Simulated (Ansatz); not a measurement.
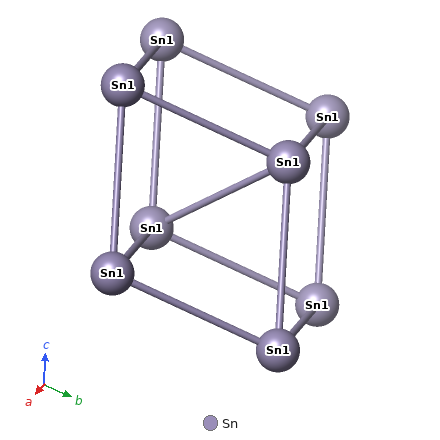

The system is Sn (Im-3m, No. 229; 1 atom in the cell); the picture shows the reference structure. The cell is strained homogeneously, by one strain along x and y and another along z, with fractional coordinates fixed (x, y and z along the cube axes). The first coordinate is: strain along x and y; the second: strain along z. The scan uses a 5 × 5 grid. Points are written as (first, second). Energies are in meV/atom, from the unstrained cell. The reference cell is the one listed in the database, not relaxed at this level. These are results of DFT r2SCAN, scalar-relativistic, plane waves, PAW in Ansatz 0.2.0, not measurements. Settings: cutoff 500 eV, k-mesh 18×18×18, gaussian smearing 0.15 eV, no spin polarisation.

Its coordinates:

```yaml
crystal:
  lattice:
    - [-1.89465, 1.89465, 1.89465]
    - [1.89465, -1.89465, 1.89465]
    - [1.89465, 1.89465, -1.89465]
  atoms:
    - { symbol: Sn, position: [0.00000, 0.00000, 0.00000] }
```

Range: strain along x and y from −3.0 to 3.0 %; strain along z from −3.0 to 3.0 %.

Q: What will the energy surface look like?

A: The lowest grid point is at (1.5 %, −3.0 %), −3.9 meV/atom from the unstrained cell. It lies at the edge of the scanned range, so the true minimum may lie outside. The energy also falls towards the edge at (−1.5 %, 3.0 %) (1.1 meV/atom above the lowest), where a further well may lie outside the range. The highest grid point, (3.0 %, 3.0 %), lies 40.3 meV/atom above the lowest.

```tsv
strain along z ↓, strain along x and y →	−3.0	−1.5	0.0	1.5	3.0
3.0	−2.0	−2.7	4.1	17.5	36.5
1.5	3.7	−1.4	1.4	10.9	26.0
0.0	11.3	1.6	0.0	5.0	16.1
−1.5	20.9	6.2	−0.5	−0.1	7.2
−3.0	32.6	12.1	−0.1	−3.9	−0.2
```

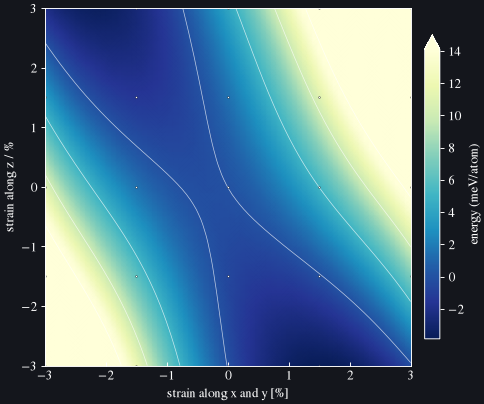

The picture shows a smooth colour map with a few white contour lines, dots at the grid points, one colour for all values above the top of the scale. Between grid points the surface is interpolated.
